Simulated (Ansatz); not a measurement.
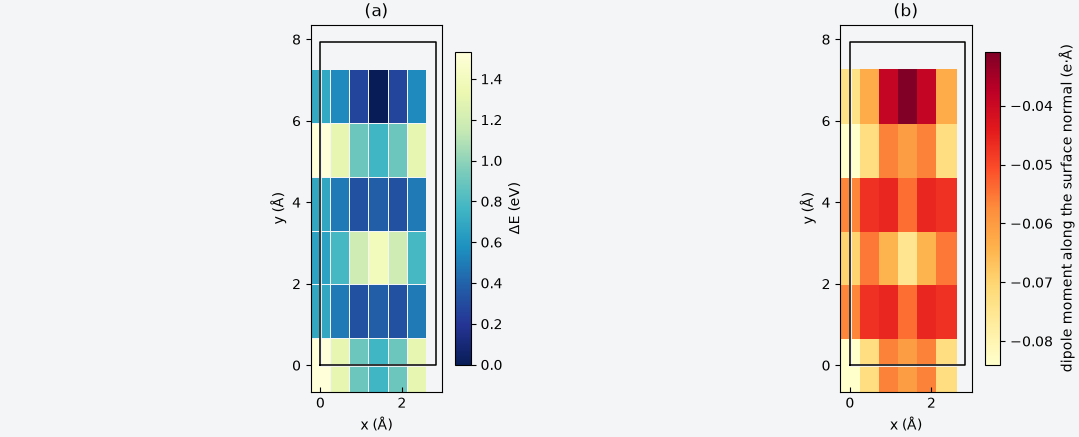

S on a Ti(110) slab cut from the P6/mmm phase, its upper half relaxed before the scan (9 atoms of substrate and one adsorbate in a 1 × 1 cell). S is moved over the surface cell; relaxed at each place: the height of the adsorbate's atoms; substrate rigid; the origin of the map has the adsorbate above Ti8. Places are given modulo a cell vector. The map is drawn in real space over the plane of the surface. The grid has 6 × 6 points; 16 points were computed and 20 follow by symmetry. Energies are in eV, from the lowest grid point. With one adsorbate in each 1 × 1 cell, its nearest image is 2.8 Å away, so neighbouring adsorbates interact. All numbers below come from DFT PBE, scalar-relativistic, plane waves, PAW (Ansatz). Settings: cutoff 420 eV, k-mesh 9×4×1, gaussian smearing 0.1 eV, no spin polarisation.

Panel (a) is the energy; panel (b) is the computed dipole moment along the surface normal, in e·Å.

Drawn: one coloured cell a grid point, the outline of one cell of the plane.

### How does the dipole moment along the surface normal vary over the map, and what is it at the lowest grid point?

It runs from −0.08 e·Å at the top site over a surface Ti atom, (0/6, 0/6) of the cell vectors to −0.03 e·Å at a fourfold hollow over a second-layer Ti atom, (3/6, 5/6) of the cell vectors. At the lowest grid point, a fourfold hollow over a second-layer Ti atom, (3/6, 5/6) of the cell vectors, it is −0.03 e·Å.

PAW datasets: the set soft_1.
